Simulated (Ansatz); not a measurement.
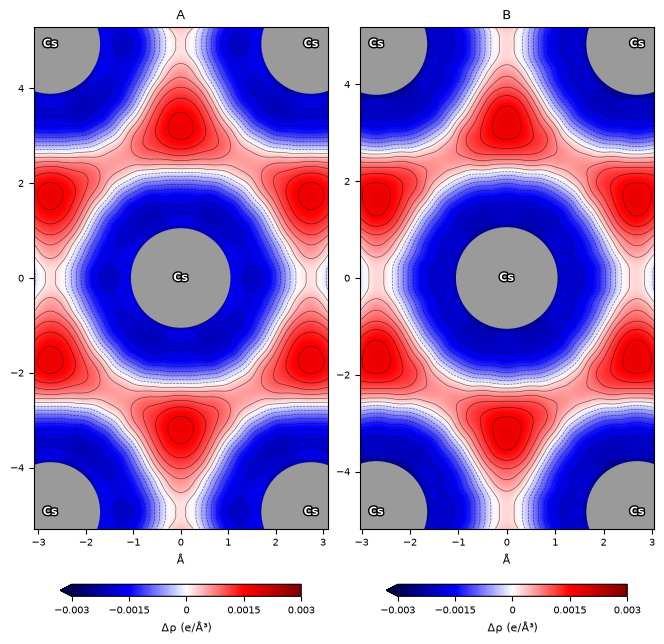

Cs: deformation density on the (011̄) plane of the conventional cell at two volumes, with the same fractional coordinates and one colour scale. Grey discs cover the cores. Panel B has 94 % of the volume of panel A.

Space group I4/mmm. This isn't the usual form at ambient conditions. The cell comes from a database of computed structures, not from a measurement.

Level of theory: Ansatz, DFT PBE, scalar-relativistic, plane waves, PAW.

**How do bonds, bonding charge and pressure respond to this change of volume?**

The pressure is −0.1 GPa in A and 0.0 GPa in B.
The rearranged charge is 0.08 e an atom in A and 0.07 e in B.
